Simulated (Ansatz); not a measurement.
Nudged elastic band of C (part 1 of 3)

C (defect cell, 15 atoms in the cell), computed with DFT PBE, scalar-relativistic, plane waves, PAW, no spin polarisation (Ansatz 0.2.0).

The structure derives from an entry of the Crystallography Open Database. It belongs to a series of runs on one base structure; here: band between the two ends.

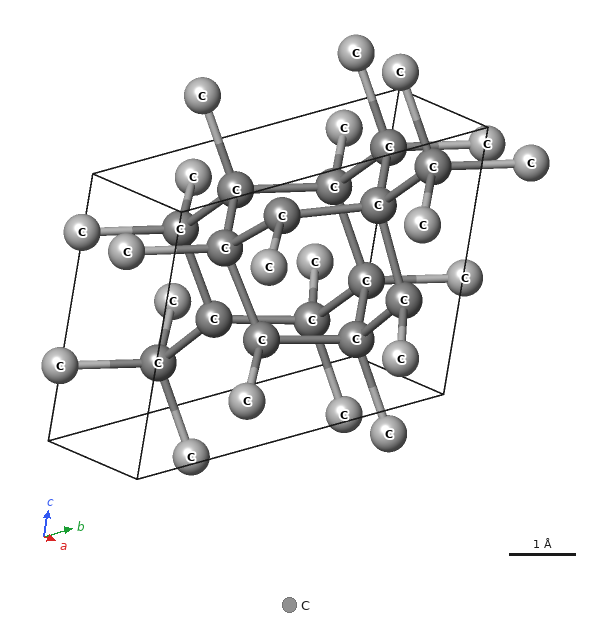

**Figure 1.** The structure as given in the input (ball-and-stick view of the cell of the calculation, seen slightly off an axis; neighbours outside the cell are drawn fainter). Near neighbours in the crystal (not all of them lie inside the picture): C has 4 C at 1.52 to 1.54 Å; C has 3 C at 1.52 Å.

Input
```yaml
crystal:
  lattice:
    - [-3.571475064, -3.571475064, 0.0]
    - [0.0, -3.571475064, 3.571475064]
    - [-3.571475064, 0.0, 3.571475064]
  atoms:
    - { symbol: C, position: [0.2507477094, 0.2492522906, 0.2492522906] }
    - { symbol: C, position: [0.7492522906, 0.7507477094, 0.2492522906] }
    - { symbol: C, position: [0.2507477094, 0.7507477094, 0.2492522906] }
    - { symbol: C, position: [0.7492522906, 0.2492522906, 0.7507477094] }
    - { symbol: C, position: [0.2507477094, 0.2492522906, 0.7507477094] }
    - { symbol: C, position: [0.7492522906, 0.7507477094, 0.7507477094] }
    - { symbol: C, position: [0.25, 0.75, 0.75] }
    - { symbol: C, position: [0.3486124532, 0.3837958489, 0.3837958489] }
    - { symbol: C, position: [0.8837958489, 0.3837958489, 0.3837958489] }
    - { symbol: C, position: [0.3747414643, 0.8747414643, 0.3757756071] }
    - { symbol: C, position: [0.8837958489, 0.8486124532, 0.3837958489] }
    - { symbol: C, position: [0.3747414643, 0.3757756071, 0.8747414643] }
    - { symbol: C, position: [0.8837958489, 0.3837958489, 0.8486124532] }
    - { symbol: C, position: [0.3747414643, 0.8747414643, 0.8747414643] }
    - { symbol: C, position: [0.8757756071, 0.8747414643, 0.8747414643] }
basis:
  ecutwfc: 420
kpoints:
  mp_grid: { grid: [4, 4, 4] }
hamiltonian:
  xc: pbe
scf:
  occupations: { method: gaussian, width: 0.05 }
output:
  forces: true
neb:
  images: 3
  f_tol: 0.05
  max_iterations: 60
  order_check: false
  final_atoms:
    - { symbol: C, position: [0.2412041507, 0.2412041507, 0.2412041507] }
    - { symbol: C, position: [0.7502585357, 0.7502585357, 0.249224393] }
    - { symbol: C, position: [0.2412041507, 0.7763875478, 0.2412041507] }
    - { symbol: C, position: [0.7502585357, 0.249224393, 0.7502585357] }
    - { symbol: C, position: [0.2412041507, 0.2412041507, 0.7763875478] }
    - { symbol: C, position: [0.7502585357, 0.7502585357, 0.7502585357] }
    - { symbol: C, position: [0.249224393, 0.7502585357, 0.7502585357] }
    - { symbol: C, position: [0.7763875478, 0.2412041507, 0.2412041507] }
    - { symbol: C, position: [0.8742522898, 0.3757477102, 0.3757477102] }
    - { symbol: C, position: [0.3757477102, 0.8742522898, 0.3757477102] }
    - { symbol: C, position: [0.8742522898, 0.8742522898, 0.3757477102] }
    - { symbol: C, position: [0.3757477102, 0.3757477102, 0.8742522898] }
    - { symbol: C, position: [0.8742522898, 0.3757477102, 0.8742522898] }
    - { symbol: C, position: [0.3757477102, 0.8742522898, 0.8742522898] }
    - { symbol: C, position: [0.875, 0.875, 0.875] }
```

Run on 4 threads of Intel Xeon (Sapphire Rapids), 64 GiB of memory available, shared host.

Launch command:
```bash
ansatz run input.yaml --threads 4 --pin off --max-ram 9216MiB --backend cpu --events-out ev --progress --plain --runs-dir out
```

Output
```
Warning: neb: disabling space-group detection — the band's intermediate images generally break the endpoint symmetry, so no spatial operation reduces the k-mesh or symmetrises the density, except that a semilocal band can use its path's symmetry ahead of convergence; time reversal is kept, so that k and −k are solved as one point where they differ and the mesh holds both, and exact exchange and, on two spinor components, a DFT+U term hold to it where the run has them: on two components no moment then forms, and a state that bears one, which a typed moment (crystal.atoms[].spin; refused beside efield: under a hybrid functional) reaches, can lie lower, under hf by electronvolts; crystal.symmetry.detect: false (a key that needs symmetry detection or time reversal refuses this as the deck is read) with time_reversal: false beside it drops time reversal too
Engine: ansatz 0.2.0, x86_64-unknown-linux-gnu
Pseudopotentials: kind: paw
Pseudopotential: C, paw, valence charge 4, recommended cutoff 420 eV (normal), C.paw.azcp
Functional definition: PBE
  parameter kappa = 0.804
  parameter beta = 0.06672455060314922
  exchange = pbe_x(kappa = kappa, mu = beta*pi^2/3)
  correlation = pbe_c(beta = beta)
parallel-image band execution: 2 concurrent image workers
NEB image 0
Crystal: 15 atoms, lattice volume = 91.111 Å³
Basis set: ecut = 420 eV, 1807 PW (Γ), exchange–correlation on 72×72×72 points (8 copies of the dense FFT grid, shifted against one another)
Bands: 45, of which v1, the nominal top of the filled ones, is band 30 counted from 1 (29 counted from 0)
Symmetry: 1 space group operations
k-points: 36 of 64 (time reversal used)
Non-local potential: C, projectors of the file, l = 0: 2, l = 1: 2, l = 2: 1
PAW form: soft (Blöchl's): semilocal exchange-correlation on the pseudo side does not see the compensation charge
PAW one-centre angular grid: C, 110 points (default); XC on 64 Gauss nodes
Initial density: superposition of atomic densities (neutral atoms: chi_scale 0, normalization atom), corrected by the library's trained network
Initial wavefunctions: pseudopotential atomic-orbital guess
Functional: x = pbe(κ = 0.804, μ = 0.2195149727645171), c = pbe(β = 0.06672455060314922)
SCF iter   1: F=—  HF=-3756.895309 eV  |F-HF|=—  |Δ(HF+E_count)|=         —  Δρ=7.87e-3  dr2=4.92e-2  ethr=1.77e-3  ⟨swp⟩=6.5  Hψ=7280  notcnv=0  defer=86
preconditioner: auto → Resta (q_TF=auto, 2.545 Å⁻¹)  ε∞=4.5  [insulator: Δε(μ)=0.153 eV  Ē_g=16.209 eV  σ=0.050 eV  W_gap=0.91  n_scr=26 (ndim 8)  ℏωp=30.1 eV  f_vac=0.000  D(μ)=1.67/eV (n_scr^D=14)  ε∞_Penn≈4.5]
SCF iter   2: F=—  HF=-3756.887518 eV  |F-HF|=—  |Δ(HF+E_count)|=   7.79e-3  Δρ=3.94e-3  dr2=1.18e-2  ethr=8.20e-5  ⟨swp⟩=1.8  Hψ=1948  notcnv=0  defer=174
SCF iter   3: F=—  HF=-3756.885170 eV  |F-HF|=—  |Δ(HF+E_count)|=   2.35e-3  Δρ=5.52e-4  dr2=4.45e-4  ethr=1.97e-5  ⟨swp⟩=2.1  Hψ=2135  notcnv=0  defer=174
SCF iter   4: F=—  HF=-3756.885100 eV  |F-HF|=—  |Δ(HF+E_count)|=   6.95e-5  Δρ=1.67e-4  dr2=1.64e-5  ethr=7.42e-7  ⟨swp⟩=2.0  Hψ=2409  notcnv=0  defer=174
SCF iter   5: F=—  HF=-3756.885108 eV  |F-HF|=—  |Δ(HF+E_count)|=   7.50e-6  Δρ=2.10e-5  dr2=4.64e-7  ethr=2.73e-8  ⟨swp⟩=2.6  Hψ=2297  notcnv=0  defer=174
SCF iter   6: F=-3756.885108 eV  HF=-3756.885108 eV  |F-HF|=6.58e-10  |Δ(HF+E_count)|=   6.88e-9  Δρ=4.92e-6  dr2=1.80e-8  ethr=1.67e-10  ⟨swp⟩=5.0  Hψ=5200  notcnv=0
SCF 1 converged in 6 iterations: F = -3756.885108 eV  dr2 = 1.80e-8
  greatest PAW one-centre occupation: 0.667 electrons in one spin orbital (limit 2), on the C atom at site 10 (counted from 0), in its partial waves of l = 0
NSCF: frozen V_eff on 36 k-points
NEB image 4
SCF iter   1: F=—  HF=-3756.895214 eV  |F-HF|=—  |Δ(HF+E_count)|=         —  Δρ=7.87e-3  dr2=4.91e-2  ethr=1.77e-3  ⟨swp⟩=6.6  Hψ=7299  notcnv=0  defer=85
SCF iter   2: F=—  HF=-3756.887512 eV  |F-HF|=—  |Δ(HF+E_count)|=   7.70e-3  Δρ=3.95e-3  dr2=1.19e-2  ethr=8.19e-5  ⟨swp⟩=1.8  Hψ=1944  notcnv=0  defer=175
SCF iter   3: F=—  HF=-3756.885169 eV  |F-HF|=—  |Δ(HF+E_count)|=   2.34e-3  Δρ=5.42e-4  dr2=4.20e-4  ethr=1.99e-5  ⟨swp⟩=2.1  Hψ=2147  notcnv=0  defer=175
SCF iter   4: F=—  HF=-3756.885100 eV  |F-HF|=—  |Δ(HF+E_count)|=   6.90e-5  Δρ=1.60e-4  dr2=1.52e-5  ethr=7.01e-7  ⟨swp⟩=2.0  Hψ=2409  notcnv=0  defer=175
SCF iter   5: F=—  HF=-3756.885108 eV  |F-HF|=—  |Δ(HF+E_count)|=   7.68e-6  Δρ=2.04e-5  dr2=4.32e-7  ethr=2.53e-8  ⟨swp⟩=2.5  Hψ=2292  notcnv=0  defer=175
SCF iter   6: F=-3756.885108 eV  HF=-3756.885108 eV  |F-HF|=6.58e-10  |Δ(HF+E_count)|=   3.06e-9  Δρ=4.67e-6  dr2=1.62e-8  ethr=1.67e-10  ⟨swp⟩=4.8  Hψ=5078  notcnv=0
SCF 2 converged in 6 iterations: F = -3756.885108 eV  dr2 = 1.62e-8
  greatest PAW one-centre occupation: 0.667 electrons in one spin orbital (limit 2), on the C atom at site 0 (counted from 0), in its partial waves of l = 0
NSCF: frozen V_eff on 36 k-points
NEB end point (image 0): max|allowed force component| = 5.573e-3 eV/Å (the criterion of neb.relax_end_points is 1.000e-2)
NEB end point (image 4): max|allowed force component| = 5.572e-3 eV/Å (the criterion of neb.relax_end_points is 1.000e-2)
NEB image 1
SCF iter   1: F=—  HF=-3755.341200 eV  |F-HF|=—  |Δ(HF+E_count)|=         —  Δρ=1.26e-2  dr2=1.81e-1  ethr=1.77e-3  ⟨swp⟩=6.2  Hψ=7067  notcnv=0  defer=148
preconditioner: auto → Resta (q_TF=auto, 2.545 Å⁻¹)  ε∞=4.6  [insulator: Δε(μ)=0.165 eV  Ē_g=15.843 eV  σ=0.050 eV  W_gap=0.98  n_scr=26 (ndim 8)  ℏωp=30.1 eV  f_vac=0.000  D(μ)=0.18/eV (n_scr^D=0)  ε∞_Penn≈4.6]
SCF iter   2: F=—  HF=-3755.313972 eV  |F-HF|=—  |Δ(HF+E_count)|=   2.72e-2  Δρ=4.96e-3  dr2=3.05e-2  ethr=3.01e-4  ⟨swp⟩=2.0  Hψ=2066  notcnv=0  defer=256
SCF iter   3: F=—  HF=-3755.310124 eV  |F-HF|=—  |Δ(HF+E_count)|=   3.85e-3  Δρ=1.41e-3  dr2=1.03e-3  ethr=5.09e-5  ⟨swp⟩=2.0  Hψ=1666  notcnv=0  defer=276
SCF iter   4: F=—  HF=-3755.310104 eV  |F-HF|=—  |Δ(HF+E_count)|=   1.91e-5  Δρ=5.69e-4  dr2=3.39e-4  ethr=1.72e-6  ⟨swp⟩=2.3  Hψ=2148  notcnv=0  defer=276
SCF iter   5: F=—  HF=-3755.310056 eV  |F-HF|=—  |Δ(HF+E_count)|=   4.86e-5  Δρ=1.33e-4  dr2=1.53e-5  ethr=5.66e-7  ⟨swp⟩=1.9  Hψ=1488  notcnv=0  defer=276
SCF iter   6: F=—  HF=-3755.310059 eV  |F-HF|=—  |Δ(HF+E_count)|=   3.49e-6  Δρ=1.97e-5  dr2=3.08e-7  ethr=2.54e-8  ⟨swp⟩=2.3  Hψ=1918  notcnv=0  defer=279
SCF iter   7: F=-3755.310059 eV  HF=-3755.310059 eV  |F-HF|=1.78e-9  |Δ(HF+E_count)|=   2.04e-8  Δρ=2.85e-6  dr2=7.01e-9  ethr=1.67e-10  ⟨swp⟩=4.2  Hψ=4645  notcnv=0
SCF 3 converged in 7 iterations: F = -3755.310059 eV  dr2 = 7.01e-9
  greatest PAW one-centre occupation: 0.664 electrons in one spin orbital (limit 2), on the C atom at site 8 (counted from 0), in its partial waves of l = 0
NEB image 2
SCF iter   1: F=—  HF=-3753.574603 eV  |F-HF|=—  |Δ(HF+E_count)|=         —  Δρ=6.21e-3  dr2=4.78e-2  ethr=1.77e-3  ⟨swp⟩=6.2  Hψ=7120  notcnv=0  defer=127
preconditioner: auto → Resta (q_TF=auto, 2.545 Å⁻¹)  ε∞=4.8  [insulator: Δε(μ)=0.244 eV  Ē_g=15.525 eV  σ=0.050 eV  W_gap=0.69  n_scr=26 (ndim 8)  ℏωp=30.1 eV  f_vac=0.000  D(μ)=2.24/eV (n_scr^D=14)  ε∞_Penn≈4.8]
SCF iter   2: F=—  HF=-3753.570138 eV  |F-HF|=—  |Δ(HF+E_count)|=   4.47e-3  Δρ=3.43e-3  dr2=1.52e-2  ethr=7.97e-5  ⟨swp⟩=1.3  Hψ=1929  notcnv=0  defer=193
SCF iter   3: F=—  HF=-3753.567988 eV  |F-HF|=—  |Δ(HF+E_count)|=   2.15e-3  Δρ=3.60e-4  dr2=1.17e-4  ethr=2.53e-5  ⟨swp⟩=2.2  Hψ=2000  notcnv=0  defer=193
SCF iter   4: F=—  HF=-3753.567967 eV  |F-HF|=—  |Δ(HF+E_count)|=   2.11e-5  Δρ=6.39e-5  dr2=4.06e-6  ethr=1.95e-7  ⟨swp⟩=2.0  Hψ=2198  notcnv=0  defer=193
SCF iter   5: F=—  HF=-3753.567970 eV  |F-HF|=—  |Δ(HF+E_count)|=   2.22e-6  Δρ=1.24e-5  dr2=1.41e-7  ethr=6.77e-9  ⟨swp⟩=2.2  Hψ=2379  notcnv=0  defer=209
SCF iter   6: F=-3753.567970 eV  HF=-3753.567970 eV  |F-HF|=6.47e-10  |Δ(HF+E_count)|=   1.28e-8  Δρ=1.93e-6  dr2=3.02e-9  ethr=1.67e-10  ⟨swp⟩=4.0  Hψ=4614  notcnv=0
SCF 4 converged in 6 iterations: F = -3753.567970 eV  dr2 = 3.02e-9
  greatest PAW one-centre occupation: 0.656 electrons in one spin orbital (limit 2), on the C atom at site 7 (counted from 0), in its partial waves of l = 0
NEB image 3
SCF iter   1: F=—  HF=-3755.341209 eV  |F-HF|=—  |Δ(HF+E_count)|=         —  Δρ=1.26e-2  dr2=1.81e-1  ethr=1.77e-3  ⟨swp⟩=6.2  Hψ=7079  notcnv=0  defer=156
SCF iter   2: F=—  HF=-3755.313973 eV  |F-HF|=—  |Δ(HF+E_count)|=   2.72e-2  Δρ=4.96e-3  dr2=3.05e-2  ethr=3.01e-4  ⟨swp⟩=2.0  Hψ=2067  notcnv=0  defer=256
SCF iter   3: F=—  HF=-3755.310125 eV  |F-HF|=—  |Δ(HF+E_count)|=   3.85e-3  Δρ=1.40e-3  dr2=1.03e-3  ethr=5.09e-5  ⟨swp⟩=2.0  Hψ=1666  notcnv=0  defer=274
SCF iter   4: F=—  HF=-3755.310106 eV  |F-HF|=—  |Δ(HF+E_count)|=   1.94e-5  Δρ=5.73e-4  dr2=3.43e-4  ethr=1.72e-6  ⟨swp⟩=2.3  Hψ=2139  notcnv=0  defer=274
SCF iter   5: F=—  HF=-3755.310057 eV  |F-HF|=—  |Δ(HF+E_count)|=   4.88e-5  Δρ=1.32e-4  dr2=1.54e-5  ethr=5.72e-7  ⟨swp⟩=1.9  Hψ=1458  notcnv=0  defer=274
SCF iter   6: F=—  HF=-3755.310059 eV  |F-HF|=—  |Δ(HF+E_count)|=   2.43e-6  Δρ=1.88e-5  dr2=2.81e-7  ethr=2.57e-8  ⟨swp⟩=2.3  Hψ=1892  notcnv=0  defer=277
SCF iter   7: F=-3755.310059 eV  HF=-3755.310059 eV  |F-HF|=1.25e-9  |Δ(HF+E_count)|=   1.91e-8  Δρ=2.62e-6  dr2=5.93e-9  ethr=1.67e-10  ⟨swp⟩=4.3  Hψ=4601  notcnv=0
SCF 5 converged in 7 iterations: F = -3755.310059 eV  dr2 = 5.93e-9
  greatest PAW one-centre occupation: 0.664 electrons in one spin orbital (limit 2), on the C atom at site 4 (counted from 0), in its partial waves of l = 0
NEB iter   1: max|band force component| = 1.236e0 eV/Å  barrier→ = 3.3171 eV  barrier← = 3.3171 eV  Δτ_max = 0.0517 Å  (32 SCF iters)
NEB image 1
Initial density: handed on by an earlier stage of this run
Initial wavefunctions: those handed on with the density
iter 1 solved again at ethr=2.11e-4 eV; its pass at ethr=3.10e-3 eV (dr2=1.27e-1 eV) is discarded
```
